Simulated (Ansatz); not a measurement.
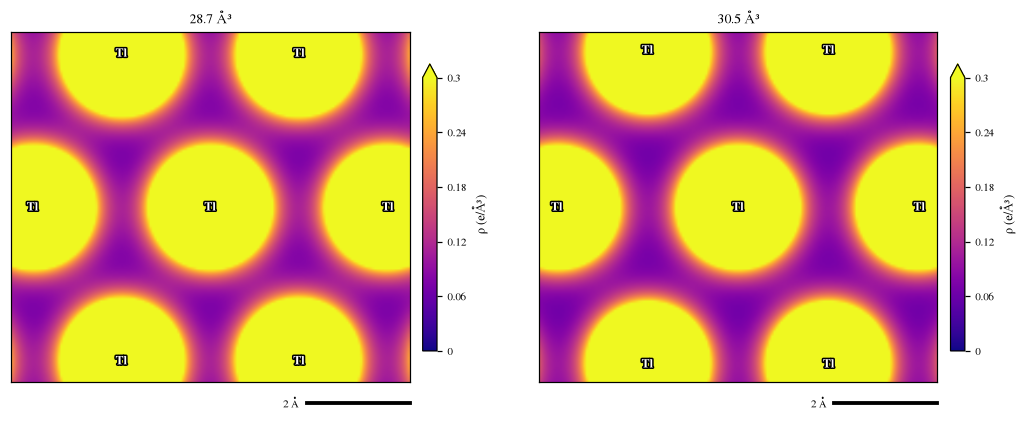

Tl. The valence pseudo-density of cells scaled evenly to different volumes (given per atom above each panel), on the (001) plane of each (indices in the axes of the cell below), at one length scale and on one colour scale.

A structure from a database of computed crystals, not necessarily the ambient phase.

The calculation used DFT, PBE, PAW with Ansatz's default frozen-core files, scalar-relativistic (Ansatz 0.2.0).

Core electrons are frozen (PAW), and the valence fields are smoothed inside the atomic spheres.

The largest cell:

```
Tl
1.0
     3.52050    0.00000    0.00000
    -1.76025    3.04884    0.00000
     0.00000    0.00000    5.68396
Tl
2
Direct
  0.33333 0.66667 0.25000
  0.66667 0.33333 0.75000
```

| volume (Å³/atom) | Tl–Tl contact in the plane (Å) | ρ at its midpoint (e/Å³) | pressure (GPa) | 
| --- | --- | --- | --- |
| 28.71 | 3.450 | 0.113 | 3.0 | 
| 29.91 | 3.497 | ? | ? | 
| 30.50 | 3.521 | 0.101 | 0.8 | 

Question: Estimate the missing row, and compare with the calculation.

Answer: Over the known rows ln ρ falls by 1.58 per Å of Tl–Tl distance (the line through the two), which gives 0.105 e/Å³ at 3.497 Å; the calculation gives 0.105 e/Å³. For the pressure, a straight line in volume between the neighbouring rows gives 1.5 GPa; the calculation gives 1.4.
